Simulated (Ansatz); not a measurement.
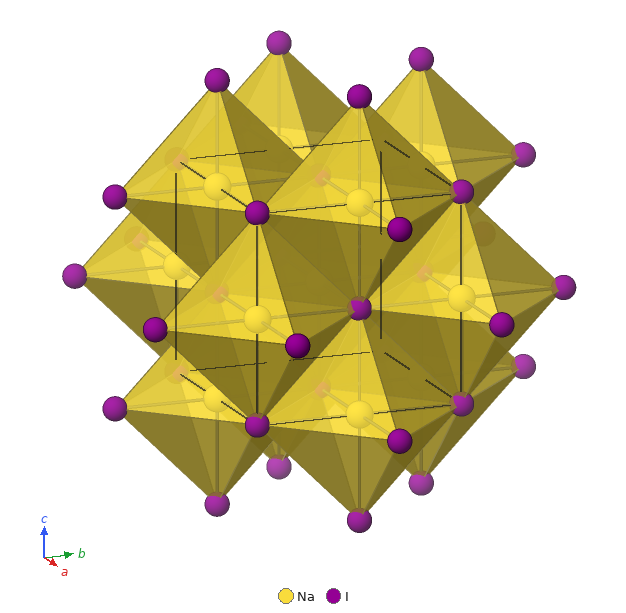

This polyhedral model is shown slightly off an axis. Atoms at the boundary of the conventional unit cell (the box) are drawn once for each face, edge or corner they touch. Some neighbours outside the box are added.

NaI, rock salt (NaCl type), space group Fm-3m (No. 225), a = 6.529 Å, b = 6.529 Å, c = 6.529 Å, α = 90.00°, β = 90.00°, γ = 90.00°. Provenance: a random cell made by a generator, so it need not be a real form of the compound. Earlier steps of the study may have refined or changed the cell and positions. It was the input of a calculation with Ansatz.

This one geometry was computed with Ansatz (DFT, plane waves, PAW) at three levels of theory: PBE, PBEsol and PBE with spin-orbit coupling.

How does the band gap change with the level of theory?

PBE with spin-orbit coupling: a gap of 3.24 eV, direct; PBEsol: a gap of 3.45 eV, direct; PBE: a gap of 3.58 eV, direct.

Collect the results in a table.

| level | cutoff (eV) | k-mesh of the run's cell | gap (eV) | pressure (GPa) |
| --- | --- | --- | --- | --- |
| PBE | 420 | 6×6×6 | 3.58 | 0.0 |
| PBEsol | 420 | 6×6×6 | 3.45 | -0.9 |
| PBE with spin-orbit coupling | 420 | 6×6×6 | 3.24 | 0.0 |

Gaps are taken on the k-mesh or band path of each run.
